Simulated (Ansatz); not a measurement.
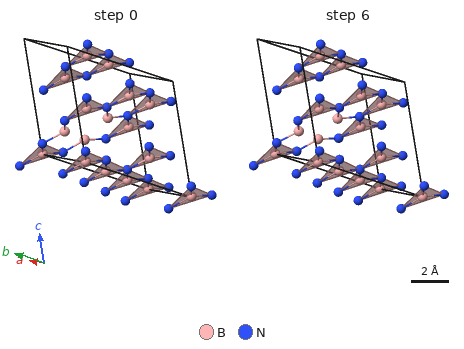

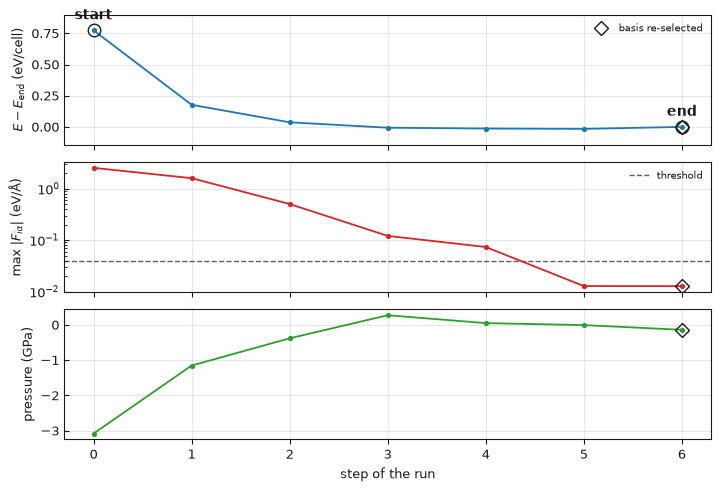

First and last geometry of a relaxation of solid B₁₂N₁₁ (a generated structure, set up in P1) (coarse preliminary run), with the history of the run. A polyhedral model of the cell of the calculation (origin shifted), seen from a free direction.

Case: 1 of 12 N atoms taken out at random.

Method: DFT PBE+D3(BJ), scalar-relativistic, plane waves, PAW in Ansatz 0.2.0. (plane-wave cutoff 420 eV; k-point mesh 3 × 3 × 2; occupations gaussian; smearing width 0.1 eV; mesh shifted by (0, 0, 0.5); no spin polarisation; cell and atoms relaxed; force threshold 0.04 eV/Å; at most 50 steps)

Q: What do the curves and the structures tell?

A: It converged. After 5 accepted moves (6 points after the start) the energy has fallen by 0.774 eV per cell of the calculation. Largest force component: 2.5 eV/Å at the start, 0.013 eV/Å at the end. The pressure goes from −3.08 to −0.14 GPa. At 1 point the geometry stayed and the basis and grid were re-selected for the new cell (energy shift of 16.1 meV per cell of the calculation at most each time). The largest move relative to the cell is that of a B atom, 0.17 Å along [2 2 −1]. Largest moves by element: B 0.17 Å, N 0.08 Å. Cell: a 6.170 → 6.124 Å (−0.8 %), b 6.170 → 6.120 Å (−0.8 %), c 6.747 → 6.714 Å (−0.5 %), α 66.7° → 66.4°, β 66.7° → 66.3°, γ 75.1° → 74.9°. Volume −2.5 %. Near-neighbour distances that change, for instance: B–N 1.377 → 1.450 Å, B–N 1.493 → 1.428 Å, B–N 1.403 → 1.450 Å, B–N 1.501 → 1.457 Å. Bond angles that change, for instance: N–B–N 123.4° → 114.4°, N–B–N 123.2° → 114.8°, B–N–B 122.6° → 116.8°. The space group stays P1 (No. 1).

```json
{"step": "0", "E − E(0), meV/atom": "0.00", "largest force component, eV/Å": "2.5382", "pressure, GPa": "-3.08", "volume, Å³/atom": "9.350", "note": ""}
{"step": "1", "E − E(0), meV/atom": "-25.96", "largest force component, eV/Å": "1.5994", "pressure, GPa": "-1.15", "volume, Å³/atom": "9.121", "note": ""}
{"step": "2", "E − E(0), meV/atom": "-32.05", "largest force component, eV/Å": "0.5029", "pressure, GPa": "-0.38", "volume, Å³/atom": "8.996", "note": ""}
{"step": "3", "E − E(0), meV/atom": "-33.94", "largest force component, eV/Å": "0.1208", "pressure, GPa": "0.27", "volume, Å³/atom": "9.161", "note": ""}
{"step": "4", "E − E(0), meV/atom": "-34.22", "largest force component, eV/Å": "0.0735", "pressure, GPa": "0.05", "volume, Å³/atom": "9.124", "note": ""}
{"step": "5", "E − E(0), meV/atom": "-34.35", "largest force component, eV/Å": "0.0128", "pressure, GPa": "-0.01", "volume, Å³/atom": "9.115", "note": ""}
{"step": "6", "E − E(0), meV/atom": "-33.66", "largest force component, eV/Å": "0.0127", "pressure, GPa": "-0.14", "volume, Å³/atom": "9.115", "note": "same geometry, new basis"}
```

Limits of the set-up: the k-point mesh is coarse for a cell with partly filled bands.
